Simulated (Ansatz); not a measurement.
Consider this structure.

```
Si O
1.0
     4.96553    0.00000    0.00000
     0.00000    8.80353    0.00000
     0.00000    0.00000    8.59721
Si O
8 16
Direct
  0.93949 0.17221 0.18327
  0.06051 0.82779 0.18327
  0.43949 0.32779 0.31673
  0.93949 0.17221 0.81673
  0.06051 0.82779 0.81673
  0.43949 0.32779 0.68327
  0.56051 0.67221 0.31673
  0.56051 0.67221 0.68327
  0.00318 0.80923 0.00000
  0.50000 0.50000 0.26361
  0.50318 0.69077 0.50000
  0.99682 0.19077 0.00000
  0.12948 0.28741 0.72064
  0.87052 0.71259 0.72064
  0.00000 0.00000 0.76361
  0.62948 0.21259 0.22064
  0.37052 0.78741 0.22064
  0.50000 0.50000 0.73639
  0.37052 0.78741 0.77936
  0.12948 0.28741 0.27936
  0.62948 0.21259 0.77936
  0.49682 0.30923 0.50000
  0.00000 0.00000 0.23639
  0.87052 0.71259 0.27936
```

Give a crystallographic description of this input.

Answer. The structure is one of SiO2. The lattice is primitive orthorhombic and the space group Pnnm (No. 58). The cell comprises 8 formula units: 8 Si, 16 O. Around each Si lie four O in a tetrahedral arrangement at 1.61 Å. Around each O lie two Si in a bent arrangement at 1.61 Å. The bonds build a three-dimensional framework.

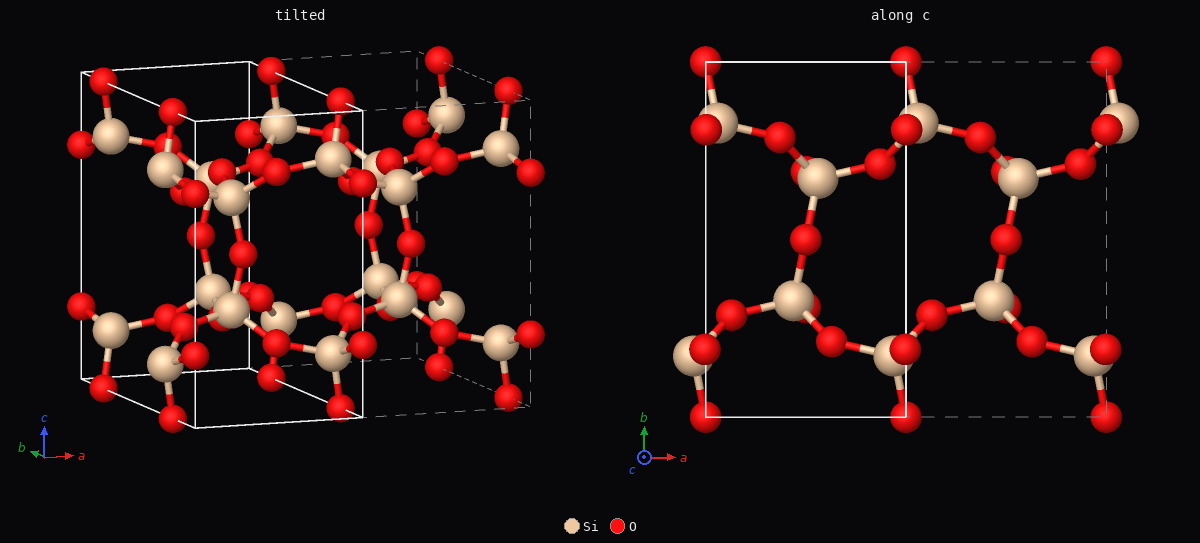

The crystal in a ball-and-stick representation, seen slightly off an axis and along the c axis. One conventional unit cell is drawn solid; the view covers 2×1×1 cells.

Its origin is a structure listed in the Materials Project. Earlier steps of the study, as a rule a relaxation of our own, may have changed the cell and positions, so they can lie some per cent off the listed ones. It went into a calculation with Ansatz.
